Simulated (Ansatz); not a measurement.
Input

```
crystal:
  lattice:
    - [0.0, 2.8026988303, 2.8026988303]
    - [2.8026988303, 0.0, 2.8026988303]
    - [2.8026988303, 2.8026988303, 0.0]
  atoms:
    - { symbol: Na, position: [0.0, 0.0, 0.0] }
    - { symbol: Cl, position: [0.5, 0.5, 0.5] }
kpoints:
  mp_grid: { grid: [8, 8, 8] }
  band_path:
    path:
      - [0.0, 0.0, 0.0]
      - [0.5, 0.0, 0.5]
      - [0.625, 0.25, 0.625]
      - [0.375, 0.375, 0.75]
      - [0.5, 0.5, 0.5]
      - [0.5, 0.25, 0.75]
    npoints: 1
hamiltonian:
  xc: pbe
scf:
  occupations: { method: fermi_dirac, width: 0.02 }
  n_extra_bands: 4
output:
  forces: true
  stress: true
  eigenvalues: true
  write_density: true
  write_potential: true
  elf: true
  volumetric_format: npy
```

Command:

```sh
ansatz run input.yaml --threads 4 --pin off --max-ram 4608MiB --backend cpu --events-out ev --progress --plain --runs-dir out
```

Below, planes, directions and counts refer to the conventional cell (a = 5.61 Å, b = 5.61 Å, c = 5.61 Å, α = 90.00°, β = 90.00°, γ = 90.00°).

Space group Fm-3m; started from the rocksalt prototype, which need not be the ambient phase.

Computed with DFT, PBE, plane waves, PAW in Ansatz.

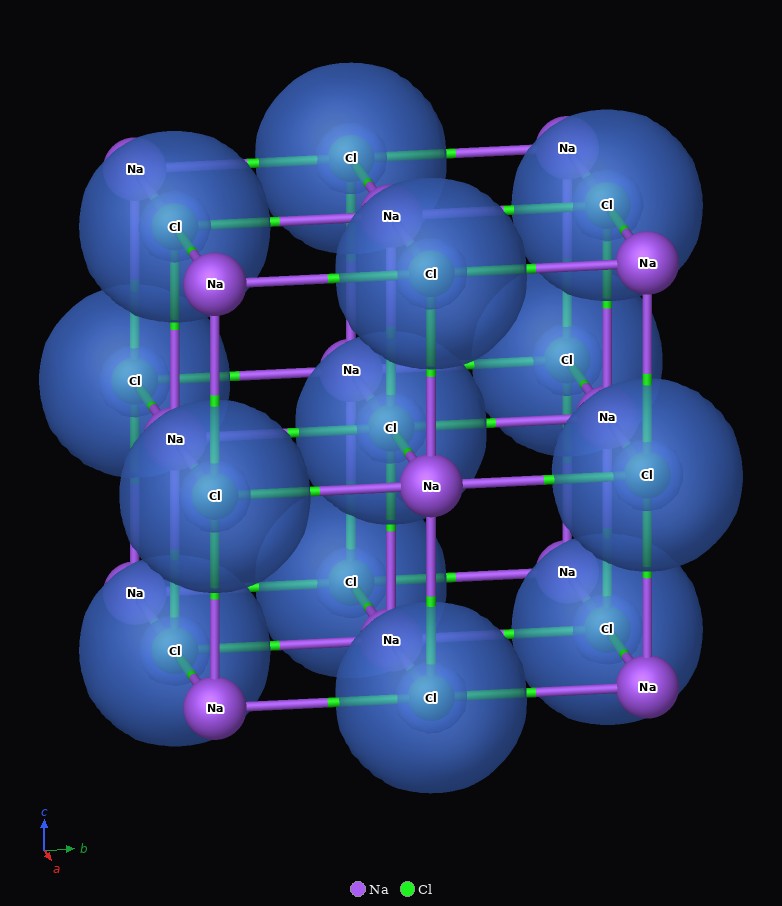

NaCl. Isosurface of the ELF at 0.75 (blue), seen slightly off an axis. Only the valence region is drawn (cores and ρ < 0.01 e/Å³ removed). Sticks mark near contacts.

In a PAW calculation such maps are meaningful between the atoms, not at the nuclei.

**Identify the bonds, lone pairs and shells in this picture.**

At this value the surface marks out four regions wrapped around Cl (the valence shell of each), counted in one cell of 8 atoms. Regions shared between cells count once.

Values along the shortest contacts:
Na–Cl (2.80 Å): the ELF peaks at about 0.85 in the valence shell of Cl, 0.8 Å from its nucleus, and falls to about 0 next to Na: an ionic contact with no shared pair.
